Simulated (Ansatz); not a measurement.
**Geometry relaxation, with input and output: FeCo3 (part 2 of 2)**

Continued. System: FeCo3 (Pm-3m, 4 atoms in the cell). Method: DFT r2SCAN, scalar-relativistic, plane waves, PAW, spin-polarised (Ansatz 0.2.0); cutoff 500 eV, 12×12×12 k-mesh, Gaussian smearing of 0.1 eV, collinear spins. The structure derives from a Materials Project entry.

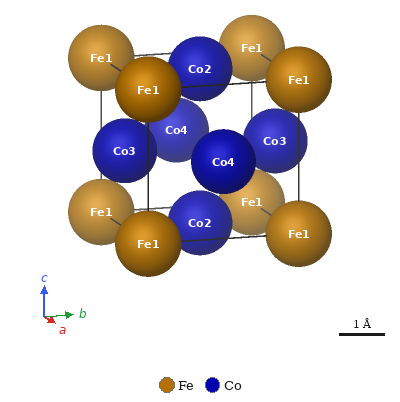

*The geometry at step 2 of the log (spheres-only view of the cell of the calculation, seen slightly off an axis; atoms are numbered from 1 in the order of the input).*

**Log, continued**
```
SCF iter   1: F=—  HF=-19880.619263 eV  |F-HF|=—  |Δ(HF+E_count)|=         —  Δρ=2.13e-5 (↑1.46e-5 ↓2.13e-5)  dr2=3.06e-7  dr2_τ=1.72e-9  dr2_m=7.53e-9  M=8.170 μB ∫|m|=9.211 μB  β_m=1.00  ethr=4.96e-9  ⟨swp⟩=4.3  Hψ=55909  notcnv=0
preconditioner: auto → none  [metal: Δε(μ)=0.009 eV  Ē_g=9.866 eV  σ=0.100 eV  W_gap=0.05  n_scr=6 (ndim 8)  ℏωp=33.0 eV  f_vac=0.000  D(μ)=2.27/eV (n_scr^D=18)]
SCF iter   2: F=—  HF=-19880.619263 eV  |F-HF|=—  |Δ(HF+E_count)|=   2.93e-7  Δρ=1.59e-5 (↑1.15e-5 ↓1.59e-5)  dr2=1.62e-7  dr2_τ=2.38e-9  dr2_m=4.53e-9  M=8.170 μB ∫|m|=9.211 μB  β_m=1.00  ethr=4.57e-10  ⟨swp⟩=2.0  Hψ=10811  notcnv=0  κ⁻¹=1.0e0(r=1)
SCF iter   3: F=—  HF=-19880.619263 eV  |F-HF|=—  |Δ(HF+E_count)|=   3.83e-8  Δρ=8.17e-6 (↑4.10e-6 ↓8.17e-6)  dr2=3.25e-8  dr2_τ=2.29e-10  dr2_m=2.11e-9  M=8.170 μB ∫|m|=9.211 μB  β_m=1.00  ethr=2.42e-10  ⟨swp⟩=2.3  Hψ=10008  notcnv=0  κ⁻¹=2.8e-3(r=2)
SCF iter   4: F=—  HF=-19880.619263 eV  |F-HF|=—  |Δ(HF+E_count)|=   5.37e-9  Δρ=4.75e-6 (↑2.27e-6 ↓4.75e-6)  dr2=1.08e-8  dr2_τ=7.95e-11  dr2_m=7.55e-10  M=8.170 μB ∫|m|=9.211 μB  β_m=1.00  ethr=4.85e-11  ⟨swp⟩=1.9  Hψ=9750  notcnv=0  κ⁻¹=1.1e-4(r=3)
SCF iter   5: F=—  HF=-19880.619263 eV  |F-HF|=—  |Δ(HF+E_count)|=  1.09e-10  Δρ=9.33e-7 (↑4.40e-7 ↓9.33e-7)  dr2=3.68e-10  dr2_τ=1.34e-11  dr2_m=4.72e-11  M=8.170 μB ∫|m|=9.211 μB  β_m=1.00  ethr=1.61e-11  ⟨swp⟩=2.6  Hψ=12601  notcnv=0  κ⁻¹=7.7e-6(r=4)
SCF iter   6: F=—  HF=-19880.619263 eV  |F-HF|=—  |Δ(HF+E_count)|=   2.62e-9  Δρ=2.23e-7 (↑2.05e-7 ↓2.23e-7)  dr2=3.30e-11  dr2_τ=1.38e-12  dr2_m=1.24e-12  M=8.170 μB ∫|m|=9.211 μB  β_m=1.00  ethr=1.00e-12  ⟨swp⟩=2.0  Hψ=13038  notcnv=0  κ⁻¹=3.3e-6(r=5)
SCF iter   7: F=—  HF=-19880.619263 eV  |F-HF|=—  |Δ(HF+E_count)|=  7.93e-10  Δρ=5.22e-7 (↑3.37e-7 ↓5.22e-7)  dr2=2.04e-10  dr2_τ=3.87e-13  dr2_m=4.27e-12  M=8.170 μB ∫|m|=9.211 μB  β_m=1.00  ethr=1.00e-12  ⟨swp⟩=1.1  Hψ=7745  notcnv=0  κ⁻¹=3.0e-6(r=6)
SCF iter   8: F=—  HF=-19880.619263 eV  |F-HF|=—  |Δ(HF+E_count)|=  2.04e-10  Δρ=6.05e-7 (↑3.78e-7 ↓6.05e-7)  dr2=2.42e-10  dr2_τ=8.94e-13  dr2_m=6.46e-12  M=8.170 μB ∫|m|=9.211 μB  β_m=1.00  ethr=1.00e-12  ⟨swp⟩=1.0  Hψ=7728  notcnv=0  κ⁻¹=4.2e-7(r=7)
SCF iter   9: F=—  HF=-19880.619263 eV  |F-HF|=—  |Δ(HF+E_count)|=  1.02e-10  Δρ=3.50e-8 (↑3.50e-8 ↓2.41e-8)  dr2=5.18e-13  dr2_τ=2.82e-14  dr2_m=7.27e-14  M=8.170 μB ∫|m|=9.211 μB  β_m=1.00  ethr=1.00e-12  ⟨swp⟩=2.1  Hψ=10412  notcnv=0  κ⁻¹=2.3e-8(r=8)
SCF iter  10: F=—  HF=-19880.619263 eV  |F-HF|=—  |Δ(HF+E_count)|=  3.64e-12  Δρ=4.51e-8 (↑1.76e-8 ↓4.51e-8)  dr2=8.98e-13  dr2_τ=1.43e-14  dr2_m=1.15e-13  M=8.170 μB ∫|m|=9.211 μB  β_m=1.00  ethr=1.00e-12  ⟨swp⟩=1.0  Hψ=7728  notcnv=0  κ⁻¹=1.7e-7(r=8)
SCF iter  11: F=—  HF=-19880.619263 eV  |F-HF|=—  |Δ(HF+E_count)|=  3.64e-12  Δρ=2.13e-8 (↑1.01e-8 ↓2.13e-8)  dr2=2.91e-13  dr2_τ=3.70e-15  dr2_m=3.12e-14  M=8.170 μB ∫|m|=9.211 μB  β_m=1.00  ethr=1.00e-12  ⟨swp⟩=1.0  Hψ=7728  notcnv=0  κ⁻¹=2.7e-7(r=8)
SCF iter  12: F=—  HF=-19880.619263 eV  |F-HF|=—  |Δ(HF+E_count)|=    0.00e0  Δρ=1.10e-8 (↑9.49e-9 ↓1.10e-8)  dr2=5.55e-14  dr2_τ=1.43e-14  dr2_m=1.17e-14  M=8.170 μB ∫|m|=9.211 μB  β_m=1.00  ethr=1.00e-12  ⟨swp⟩=2.4  Hψ=21055  notcnv=0  κ⁻¹=1.4e-7(r=8)
SCF iter  13: F=-19880.619263 eV  HF=-19880.619263 eV  |F-HF|=0.00e0  |Δ(HF+E_count)|=  3.64e-12  Δρ=7.66e-8 (↑1.54e-8 ↓7.66e-8)  dr2=3.64e-12  dr2_τ=1.42e-14  dr2_m=4.00e-13  M=8.170 μB ∫|m|=9.211 μB  ethr=1.00e-12  ⟨swp⟩=1.2  Hψ=16288  notcnv=0
SCF 4 converged in 13 iterations: F = -19880.619263 eV  dr2 = 3.64e-12
relax step   4: F+E_penalty+E_count = -19880.61926296 eV  Δ(F+E_penalty+E_count) = -4.176e-5 eV  max|allowed force component| = 2.991e-29 eV/Å  Δτ_max = 0.0000 Å  P = +0.003 GPa  Ω = 44.253 Å³  stress off target by 3.22e-3 GPa  SCF on the basis re-selected at this cell (its energy is not comparable with the rows above)  (13 SCF iters)
```

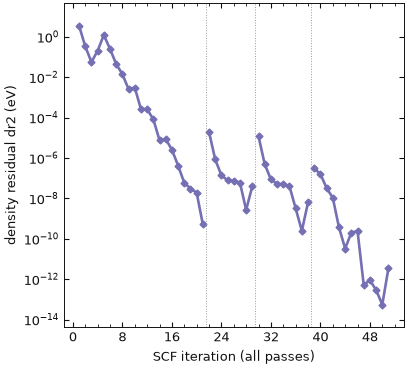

*Convergence of the self-consistent field: density residual dr2 against the SCF iteration. The dotted lines part the SCF passes of the relaxation: geometry steps, rejected trials and re-solves on a re-selected basis.*

The passes take 21, 8, 9 and 13 iterations.

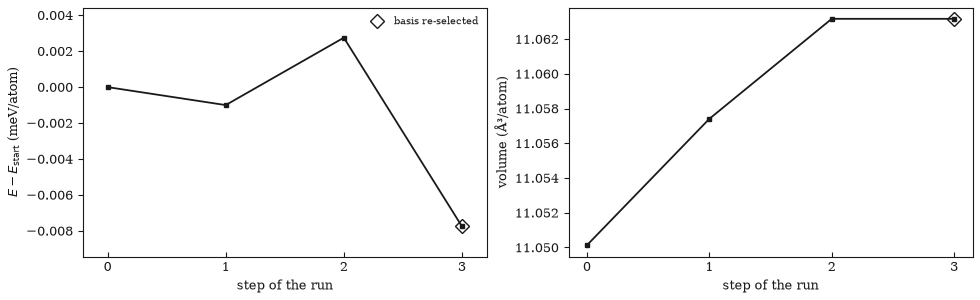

*Progress of the relaxation, step by step (the first geometry is step 0 here and step 1 in the log).*

The atoms keep their places relative to the cell (all moves are under 0.005 Å). Cell: a = b = c 3.536 → 3.537 Å (0.0 %). Volume +0.1 %. The space group stays Pm-3m (No. 221). Over 2 geometry steps the energy rises by next to nothing (0.0 meV per atom). All forces vanish by symmetry, so only the cell relaxes. The pressure goes from 0.24 to 0.00 GPa. A last SCF at the same geometry on a re-selected plane-wave basis shifts the energy by next to nothing (0.0 meV per atom).

```
basis re-selected at this cell: Δ(F+E_penalty+E_count) = -4.176e-5 eV, ΔP = +0.002 GPa vs the last step (what re-selecting the basis moved, of the pressure what is left beyond the Pulay correction that the steps carried, after the strain that the cell walked since its last selection, with what the two solves' SCF thresholds leave and, on support functions, any second-order correction that the steps lacked; it is no measure of the basis error at this ecutwfc). This SCF's stress stands 3.22e-3 GPa from its target on what of the cell is left free (relax.cell.stress_tol is 5.00e-2 GPa) and its largest allowed force component is 2.99e-29 eV/Å (relax.f_tol is 5.00e-3 eV/Å): within both
SCF converged after 13 iterations
Stability not checked: this state was not tested for a lower state beside it, because the mixer in use, unlike msr1, does not test its closes by its own steps (another_mixer; see scf.mixing.algorithm and scf.lower_state_search)
Magnetization: 8.1698 μB (37.5849 up, 29.4151 down)
Absolute magnetization: 9.2155 μB (∫|ρ↑−ρ↓|, with the PAW one-centre terms)
Spin contamination: 0.2785 ħ² per cell (⟨S²⟩ above its minimum at these occupations)
Per-site moments (μB) at R_I (Å): [(2.920583960789827, 1.0317046980278857), (1.9009028092991032, 1.0317046980278857), (1.9009028092991043, 1.0317046980278857), (1.9009028092991043, 1.0317046980278857)]
Free energy (F): -19880.619263 eV
Harris-Foulkes:  -19880.619263 eV  (|F-HF|=0.00e0)
Internal energy: -19880.607895 eV  (E = F + TS)
E sigma→0 (E₀):  -19880.613579 eV
Entropy (-TS):   -0.011368 eV (-2.842 meV/atom)
Fermi energy:    18.711459 eV
--- Per-component energies (eV) ---
  E_band       = -1049.853981
  E_kinetic    = 1710.245121
  E_local      = -10630.179443  (includes V_loc(G=0)·N_el)
  E_nonlocal   = 1593.392000
  E_hartree    = 4461.614589
  E_xc         = -585.778635
  E_vxc        = -857.402058  (∫ρ·V_xc dr)
  E_paw        = -5951.798966  (= ΣΔE_a)
  E_vpaw       = -1845.389397  (= ΣTr[D̂ρ^β])
  E_aug_tail   = 0.000377  (compensation charges beyond the density's cutoff)
  E_vtau       = 56.250354  (kinetic-family band-sum trace: ∫τ·v_τ [+ j·A + Jᵃ·Aᵃ] dr)
  E_ewald      = -10476.927844
  E_core_change = -1.175094  (= ΣΔE_core)
  E_smearing   = -0.011368  (= −TS)
  E_closure    = -0.000000  (closes the sum)
  Σ components = -19880.619263   (vs F -19880.619263, Δ=0.00e0)
--- Forces (eV/Å), atoms counted from 1 ---
  atom   1  Fe     0.00000000     0.00000000    -0.00000000
  atom   2  Co     0.00000000    -0.00000000    -0.00000000
  atom   3  Co     0.00000000    -0.00000000     0.00000000
  atom   4  Co     0.00000000    -0.00000000    -0.00000000
  max |Σ_I F_I| component: 3.18e-29 eV/Å
--- Stress (GPa, compression-positive) ---
        0.003219      -0.000000       0.000000
       -0.000000       0.003219       0.000000
        0.000000       0.000000       0.003219
  P = ⅓ Tr σ = 0.0032 GPa (0.032 kbar)
--- Band table (eV; the first three rows and the last of 168) ---
  k-point 0 ↑: bands = ["-81.6642", "-81.6163", "-81.6163", "-73.9929", "-43.6163", "-43.6163", "-43.6163", "-43.3535", "-43.3535", "-43.3535", "-43.3434", "-43.3434", "-43.3434", "-38.6751", "-38.6751", "-38.6751", "9.2112", "12.5531", "12.5531", "12.6350", "13.3694", "13.3694", "13.3694", "15.3272", "15.3272", "15.3272", "16.0950", "16.0950", "16.8654", "16.9041", "16.9041", "17.4928", "17.4928", "17.4928", "17.6667", "17.6667", "17.6667", "21.0207", "21.0207", "21.0207", "28.0202", "28.0202", "28.0719", "33.4574", "33.4574", "33.4574"]
  k-point 1 ↑: bands = ["-81.6635", "-81.6170", "-81.6163", "-73.9929", "-43.6150", "-43.6150", "-43.6140", "-43.3541", "-43.3541", "-43.3537", "-43.3459", "-43.3440", "-43.3440", "-38.6756", "-38.6752", "-38.6752", "9.3060", "12.5857", "12.6017", "12.6764", "13.3998", "13.4057", "13.4057", "15.2905", "15.3557", "15.3557", "16.0622", "16.1078", "16.8296", "16.8618", "16.8834", "17.3333", "17.3333", "17.4929", "17.5618", "17.5618", "17.6667", "20.5091", "21.3089", "21.3089", "28.0402", "28.0696", "28.6823", "33.0610", "33.0610", "33.1652"]
  k-point 2 ↑: bands = ["-81.6614", "-81.6191", "-81.6163", "-73.9929", "-43.6113", "-43.6113", "-43.6075", "-43.3561", "-43.3561", "-43.3541", "-43.3529", "-43.3454", "-43.3454", "-38.6770", "-38.6755", "-38.6755", "9.5867", "12.6600", "12.7409", "12.8070", "13.4893", "13.5147", "13.5147", "15.1837", "15.4401", "15.4401", "15.9685", "16.1451", "16.7109", "16.7392", "16.8385", "16.8648", "16.8648", "17.3898", "17.3898", "17.4931", "17.6669", "19.3538", "22.0284", "22.0284", "28.1021", "28.1196", "30.2358", "31.9327", "31.9327", "32.4567"]
  k-point 83 ↓: bands = ["-78.5376", "-78.5376", "-78.5376", "-69.5464", "-40.6331", "-40.4814", "-40.4814", "-40.4814", "-40.3324", "-40.3324", "-40.2740", "-40.2740", "-40.2740", "-34.2744", "-34.2744", "-34.2744", "14.0501", "14.0548", "14.0548", "14.0548", "17.5481", "17.6850", "17.6850", "17.6850", "17.8584", "17.8584", "17.8584", "17.8975", "17.8975", "18.1303", "18.1303", "18.1303", "20.3181", "20.3181", "20.3181", "20.7298", "20.7298", "20.7298", "20.8619", "20.8619", "26.2343", "26.2343", "26.2343", "26.4400", "39.8866", "39.8866"]
--- Relaxed structure (3 steps of the walk, 3 accepted, 1 SCFs on fresh bases) ---
  F+E_penalty+E_count = -19880.61926296 eV   max|allowed force component| = 2.991e-29 eV/Å   (the final SCF, on the basis selected at the relaxed cell)
  cell:  # Å, volume = 44.2527 Å³
    - [3.537092791066847, 1.5246945393065619e-34, 5.617295671129437e-35]
    - [1.5246945393065619e-34, 3.537092791066847, 2.0061770254033706e-36]
    - [5.617295671129437e-35, 2.0061770254033706e-36, 3.537092791066847]
  atoms:
    - { symbol: Fe, position: [-3.102998687305303e-38, -1.6623207220453823e-39, 4.211212511213758e-38] }
    - { symbol: Co, position: [0.5, 0.5, -1.994784872763116e-38] }
    - { symbol: Co, position: [0.5, -1.6623207096590643e-39, 0.5] }
    - { symbol: Co, position: [-3.102998689369667e-38, 0.5, 0.5] }
--- Löwdin populations: 4 sites ---
  site symbol       q [e]    m [muB]
     0     Fe     15.7332     2.9380
     1     Co     16.7580     1.8850
     2     Co     16.7580     1.8850
     3     Co     16.7580     1.8850
  spilling = 0.014819 (of n_electrons = 67.000000)
```

**File populations.tsv**
```
# site	symbol	l	j	q_up	q_dn
# orbitals = lowdin
# n_electrons = 67.000000
# spilling = 0.014819
0	Fe	0_3S	-	0.993130	0.993737
0	Fe	0_4S	-	0.475961	0.503139
0	Fe	1_3P	-	2.998699	2.998461
0	Fe	2_3D	-	4.867790	1.902265
1	Co	0_3S	-	0.993559	0.993766
1	Co	0_4S	-	0.471837	0.513611
1	Co	1_3P	-	2.998917	2.998535
1	Co	2_3D	-	4.857174	2.930574
2	Co	0_3S	-	0.993559	0.993766
2	Co	0_4S	-	0.471837	0.513611
2	Co	1_3P	-	2.998917	2.998535
2	Co	2_3D	-	4.857174	2.930574
3	Co	0_3S	-	0.993559	0.993766
3	Co	0_4S	-	0.471837	0.513611
3	Co	1_3P	-	2.998917	2.998535
3	Co	2_3D	-	4.857174	2.930574
```

**Trajectory as extended XYZ (Å, eV, eV/Å), 4 frames, from step=1 to step=4**
```
4
Lattice="3.5357 0.0000 0.0000 0.0000 3.5357 0.0000 0.0000 0.0000 3.5357" Properties=species:S:1:pos:R:3:forces:R:3 step=1 energy=-19880.61923 pressure_GPa=0.24
Fe    0.0000    0.0000    0.0000    0.0000   0.0000   0.0000
Co    1.7679    1.7679    0.0000    0.0000   0.0000   0.0000
Co    1.7679    0.0000    1.7679    0.0000   0.0000   0.0000
Co    0.0000    1.7679    1.7679    0.0000   0.0000   0.0000
4
Lattice="3.5365 0.0000 0.0000 0.0000 3.5365 0.0000 0.0000 0.0000 3.5365" Properties=species:S:1:pos:R:3:forces:R:3 step=2 energy=-19880.61924 pressure_GPa=0.11
Fe    0.0000    0.0000    0.0000    0.0000   0.0000   0.0000
Co    1.7682    1.7682    0.0000    0.0000   0.0000   0.0000
Co    1.7682    0.0000    1.7682    0.0000   0.0000   0.0000
Co    0.0000    1.7682    1.7682    0.0000   0.0000   0.0000
4
Lattice="3.5371 0.0000 0.0000 0.0000 3.5371 0.0000 0.0000 0.0000 3.5371" Properties=species:S:1:pos:R:3:forces:R:3 step=3 energy=-19880.61922 pressure_GPa=0.00
Fe    0.0000    0.0000    0.0000    0.0000   0.0000   0.0000
Co    1.7685    1.7685    0.0000    0.0000   0.0000   0.0000
Co    1.7685    0.0000    1.7685    0.0000   0.0000   0.0000
Co    0.0000    1.7685    1.7685    0.0000   0.0000   0.0000
4
Lattice="3.5371 0.0000 0.0000 0.0000 3.5371 0.0000 0.0000 0.0000 3.5371" Properties=species:S:1:pos:R:3:forces:R:3 step=4 energy=-19880.61926 pressure_GPa=0.00
Fe    0.0000    0.0000    0.0000    0.0000   0.0000   0.0000
Co    1.7685    1.7685    0.0000    0.0000   0.0000   0.0000
Co    1.7685    0.0000    1.7685    0.0000   0.0000   0.0000
Co    0.0000    1.7685    1.7685    0.0000   0.0000   0.0000
```

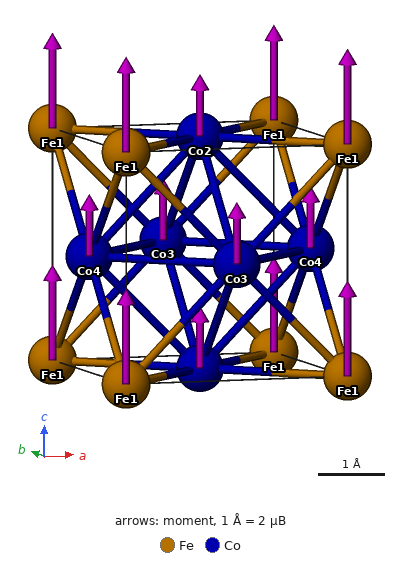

*Magnetic moments of the sites as pink arrows (ball-and-stick view of the cell of the calculation, seen slightly off an axis; atoms are numbered from 1 in the order of the input); small moments hardly show. The run is collinear, so the axis drawn is arbitrary.*

Site moments: Fe1 (2.92 μB); all 3 Co atoms (1.90 μB). They are counted near the atoms and needn't add up to the moment of the cell.

The run was set up as follows.

**Input**
```yaml
crystal:
  lattice:
    - [3.53570262, 0.0, 0.0]
    - [0.0, 3.53570262, 0.0]
    - [0.0, 0.0, 3.53570262]
  atoms:
    - { symbol: Fe, position: [0.0, 0.0, 0.0], spin: 3.22 }
    - { symbol: Co, position: [0.5, 0.5, 0.0], spin: 2.09 }
    - { symbol: Co, position: [0.5, 0.0, 0.5], spin: 2.09 }
    - { symbol: Co, position: [0.0, 0.5, 0.5], spin: 2.09 }
basis:
  ecutwfc: 500
kpoints:
  mp_grid: { grid: [12, 12, 12] }
hamiltonian:
  xc: r2scan
scf:
  occupations: { method: gaussian, width: 0.1 }
output:
  forces: true
  stress: true
  eigenvalues: true
  populations: true
magnetization:
  spin_polarized: true
relax:
  adjacent_minimum: "off"
  f_tol: 0.005
  max_steps: 80
  cell: { stress_tol: 0.05 }
```

Command:
```bash
ansatz run input.yaml --threads 1 --pin off --max-ram 2560MiB --backend cpu --events-out ev --progress --plain --runs-dir out
```

**Results in brief**

| quantity | value |
| --- | --- |
| outcome | converged |
| space group (tolerance 0.01 Å) | Pm-3m (221) |
| electrons treated | 67 |
| free energy | −19880.6193 eV |
| Fermi energy | 18.711 eV |
| gap on the k-point mesh | none (metallic) |
| net moment of the cell | 8.17 μB |
| integrated absolute moment | 9.22 μB |
| pressure | 0.00 GPa |
| final volume | 44.25 Å³ |
| largest force (length of the vector) at the end | under 0.001 eV/Å |
| final cell | a = 3.537 Å, b = 3.537 Å, c = 3.537 Å, α = 90.00°, β = 90.00°, γ = 90.00° |
| hardware | 1 thread of Intel Xeon @ 2.50GHz (Skylake/Cascade Lake), 189 GiB of memory available, shared host |
| wall time | 9.1 min |
| peak memory | 0.73 GiB |

**Remarks**

The electronic state found may not be the lowest one.
